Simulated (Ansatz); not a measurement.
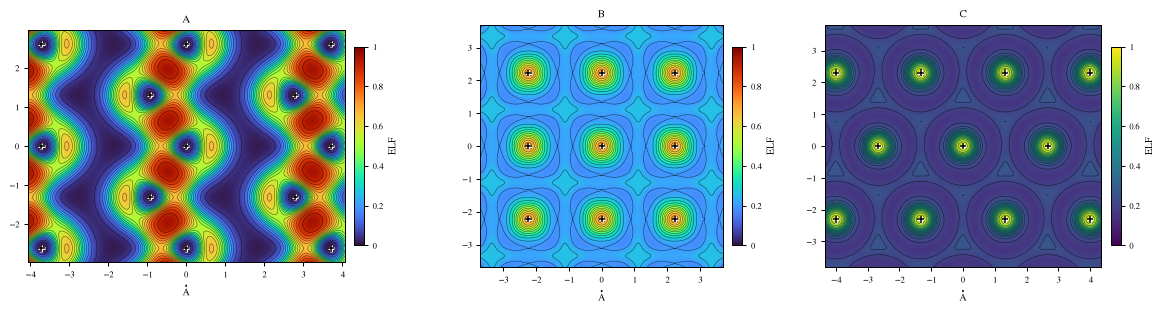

The ELF of 3 systems, each on a plane through atoms (crosses mark nuclei in the plane).

Method: Ansatz, DFT, PBE, plane waves (420 eV) with PAW, scalar-relativistic.

System 1: C, the (110) plane of the conventional cell. Space group Fd-3m; set up as C, diamond; changed on purpose from its base cell (volume × 1.12); computed pressure about −40 GPa in this cell.

System 2: Cu, the (001) plane of the conventional cell. Space group P6₃/mmc; set up as Cu, hcp; a generated structure, not necessarily the stable one; changed on purpose from its base cell (volume × 1.12); computed pressure about −12 GPa in this cell; computed without spin polarisation.

```cif
data_structure
_symmetry_space_group_name_H-M 'P 1'
_symmetry_Int_Tables_number 1
_cell_length_a 2.6649
_cell_length_b 2.6649
_cell_length_c 4.3636
_cell_angle_alpha 90.000
_cell_angle_beta 90.000
_cell_angle_gamma 120.000
_cell_volume 26.84
loop_
_atom_site_label
_atom_site_type_symbol
_atom_site_fract_x
_atom_site_fract_y
_atom_site_fract_z
_atom_site_occupancy
Cu1 Cu 0.33333 0.66667 0.25000 1
Cu2 Cu 0.66667 0.33333 0.75000 1
```

System 3: Ni, the (100) plane of the conventional cell. Space group Pm-3m; set up as Ni, simple cubic; a generated structure, not necessarily the stable one; changed on purpose from its base cell (volume × 0.88); computed pressure about 25 GPa in this cell; computed without spin polarisation.

```
Ni
1.0
     2.22947    0.00000    0.00000
     0.00000    2.22947    0.00000
     0.00000    0.00000    2.22947
Ni
1
Cartesian
  0.0000 0.0000 0.0000
```

### Which map belongs to which system?

Panel A is system 1, C: the plane holds C. C–C (1.61 Å): the ELF peaks at about 0.95 between the atoms: a shared electron pair. Panel B is system 3, Ni: the plane holds Ni. Ni–Ni (2.23 Å): the ELF is about 0.20 at the midpoint; no shared electron pair shows on this line. Panel C is system 2, Cu: the plane holds Cu. Cu–Cu (2.66 Å): the ELF is about 0.20 at the midpoint (no localised pair shows between them).
